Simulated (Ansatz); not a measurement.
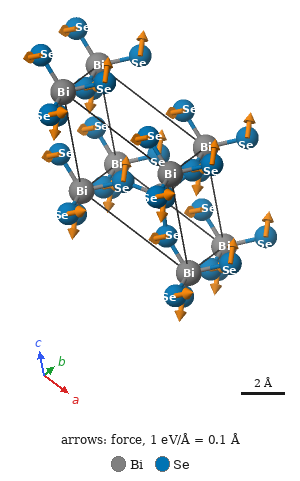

Starting geometry of crystalline BiSe2 (built on the SiO2-122 type type) with the computed forces as orange arrows. The picture is a ball-and-stick view of the cell of the calculation, seen slightly off an axis.

All numbers below come from DFT, PBEsol, plane waves, PAW in Ansatz. Set-up: plane-wave cutoff 420 eV; k-point mesh 6 × 6 × 6; occupations fermi dirac; smearing width 0.03 eV; no spin polarisation; cell and atoms relaxed; force threshold 0.01 eV/Å; at most 120 steps.

### Is this structure relaxed? If not, where do the atoms go?

It isn't relaxed: the largest force vector, on Se atoms, is 12.67 eV/Å. The atoms end up moving mostly along the starting forces (cosine between the two patterns 1.00). The largest moves relative to the cell, 1.62 Å, are those of Se atoms. Bi stays in place. The drawn cell changes as follows: a = b = c 6.314 → 5.772 Å (−8.6 %), α 121.4° → 110.1°, β 121.4° → 110.1°, γ 87.6° → 108.3°; the volume changes by −14.9 %. Some distances before and after: Se–Se 3.313 → 5.603 Å, Se–Se 4.731 → 3.243 Å, Bi–Se 4.504 → 3.204 Å, Se–Se 3.268 → 4.308 Å. New bonds form: Bi–Se (4.50 → 3.20 Å). Among the angles between lasting bonds that change: Bi–Se–Bi 145.4° → 78.8°, Se–Bi–Se 110.9° → 146.4°, Se–Bi–Se 108.7° → 94.8°. The space group stays I-42d (No. 122). The energy falls by 39.552 eV per cell of the calculation in 15 accepted moves (18 points after the start). The largest force component goes from 13 to 0.00012 eV/Å. The pressure goes from 109.91 to 0.00 GPa. The line search rejected the trial step at point 13 of the run. At 2 points the geometry stayed and the basis and grid were re-selected for the new cell (energy shift of 0.7 meV per cell of the calculation at most each time).
